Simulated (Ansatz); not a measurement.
The compound is MoSe2 (space group P6_3/mmc, No. 194), taken as coordinates from a relaxation with DFT, PBE-D4, plane waves, PAW (Ansatz); the starting structure was generated, so it need not be a known form of this composition.

```cif
data_structure
_symmetry_space_group_name_H-M 'P 1'
_symmetry_Int_Tables_number 1
_cell_length_a 3.2811
_cell_length_b 3.2811
_cell_length_c 12.8019
_cell_angle_alpha 90.000
_cell_angle_beta 90.000
_cell_angle_gamma 120.000
_cell_volume 119.36
loop_
_atom_site_label
_atom_site_type_symbol
_atom_site_fract_x
_atom_site_fract_y
_atom_site_fract_z
_atom_site_occupancy
Mo1 Mo 0.33333 0.66667 0.25000 1
Mo2 Mo 0.66667 0.33333 0.75000 1
Se1 Se 0.66667 0.33333 0.38071 1
Se2 Se 0.66667 0.33333 0.11929 1
Se3 Se 0.33333 0.66667 0.88071 1
Se4 Se 0.33333 0.66667 0.61929 1
```

Describe the stacking along c, with columns A (0, 0), B (1/3, 2/3), C (2/3, 1/3) of the hexagonal mesh.

Se(C) – Mo(B) – Se(C) – Se(B) – Mo(C) – Se(B) (six layers in 12.80 Å).

Se layers alone: CCBB, a sequence in which some neighbouring layers lie directly above each other.

Mo: two trigonal-prismatic sites, counted in one hexagonal cell. Two of the four gaps between Se layers are empty, 3.05 Å wide.

Polytype symbol 2H, the symbol of a layered MX2 polytype (number of slabs in the repeat and lattice).

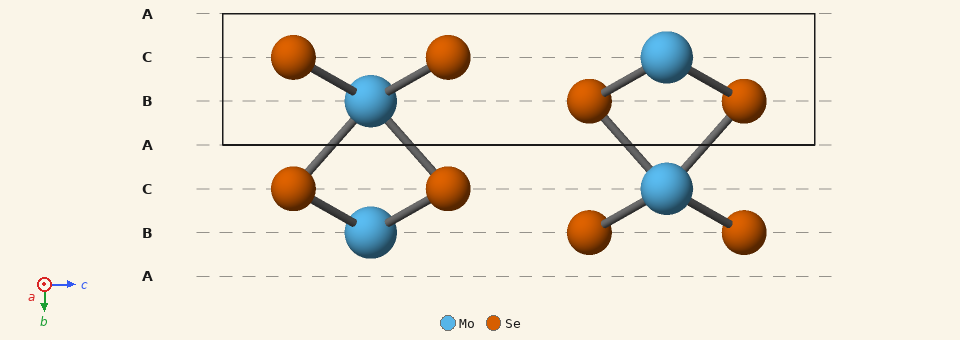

Projection along an edge of the hexagonal mesh, stacking direction c to the right. The dashed lines mark the three columns A (0, 0), B (1/3, 2/3) and C (2/3, 1/3). The sequence starts with the first layer at or above the cell's origin.
